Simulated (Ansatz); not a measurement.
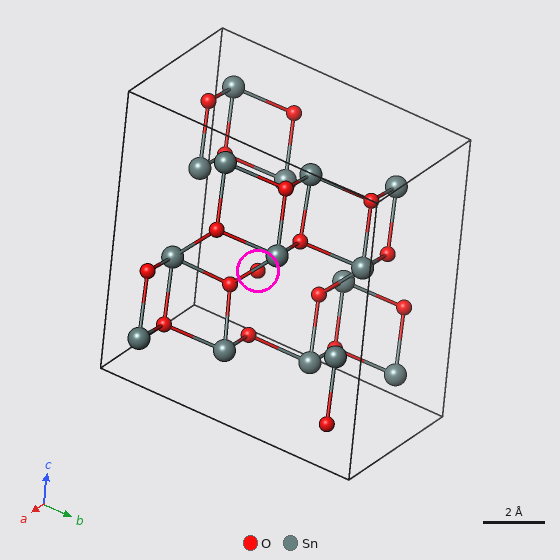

This ball-and-stick model is shown slightly off an axis. One supercell is framed, with atoms on its boundary repeated. The host is SnO, in a cell of 32 sites, and the cell is neutral. A ring marks the defect's site.

What imperfection does the supercell contain?

Oxygen on a tin site (an antisite). It is bonded to no bonds drawn.

The model was built from a structure listed in the Materials Project, repeated into a supercell with a point defect put in. Earlier steps of the study, as a rule a relaxation of our own, may have changed the cell and positions, so they can lie some per cent off the listed ones. It was set up as input for a calculation with Ansatz.
